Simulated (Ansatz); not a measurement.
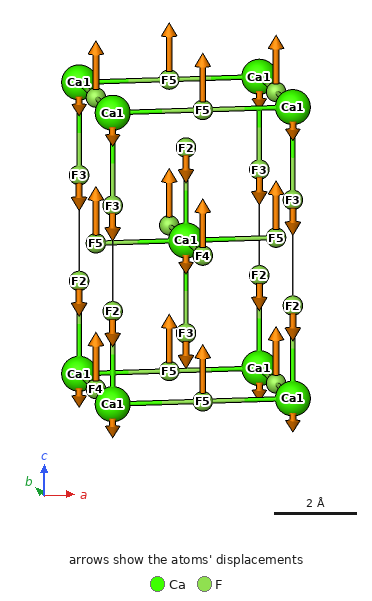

One vibrational mode of a crystal of CaF$_{4}$ (a generated structure) at the zone centre. The orange arrows give the relative displacements of the atoms. The picture is a ball-and-stick view of the conventional cell (2 times the calculation's cell), seen slightly off an axis. Lengths and directions refer to the drawn axes.

Method: Ansatz 0.2.0, DFT PBE+D3(BJ), scalar-relativistic, plane waves, PAW.

Input file:
```yaml
crystal:
  lattice:
    - [-2.2497934596, 2.2497934596, 3.62938776]
    - [2.2497934596, -2.2497934596, 3.62938776]
    - [2.2497934596, 2.2497934596, -3.62938776]
  atoms:
    - { symbol: Ca, position: [0.0, 0.0, 0.0] }
    - { symbol: F, position: [0.3186032276, 0.3186032276, 0.0], spin: 0.63 }
    - { symbol: F, position: [0.6813967724, 0.6813967724, 0.0], spin: 0.63 }
    - { symbol: F, position: [0.5, 0.0, 0.5], spin: 0.46 }
    - { symbol: F, position: [0.0, 0.5, 0.5], spin: 0.46 }
basis:
  ecutwfc: 420
kpoints:
  mp_grid: { grid: [12, 12, 12] }
hamiltonian:
  xc: pbe
  dispersion: d3bj
scf:
  occupations: { method: gaussian, width: 0.2 }
output:
  eigenvalues: true
  populations: true
magnetization:
  spin_polarized: true
phonons:
  method: dfpt
  eigenvectors: true
```

Command:
```bash
ansatz run input.yaml --threads 2 --pin off --max-ram 7168MiB --backend cpu --events-out ev --progress --plain --runs-dir out
```

The frequencies depend somewhat on the k-mesh and the smearing.

Question: Give the symmetry, activity and frequency of this mode.

Answer: This is the A₂u mode at 86i cm⁻¹, optical level 3 of 8, counted from below, infrared-active by symmetry. The F (4c) sublattice moves against the F (4e) and Ca sublattices, along c; it mainly bends the Ca–F bonds; the kinetic energy is shared as F 88 %, Ca 12 %. The crystal is a metal, so free carriers screen the infrared response. The frequency is imaginary, so the structure is unstable against this distortion. Freezing in the drawn pattern lowers the space group from I4/mmm to I4mm (No. 107).
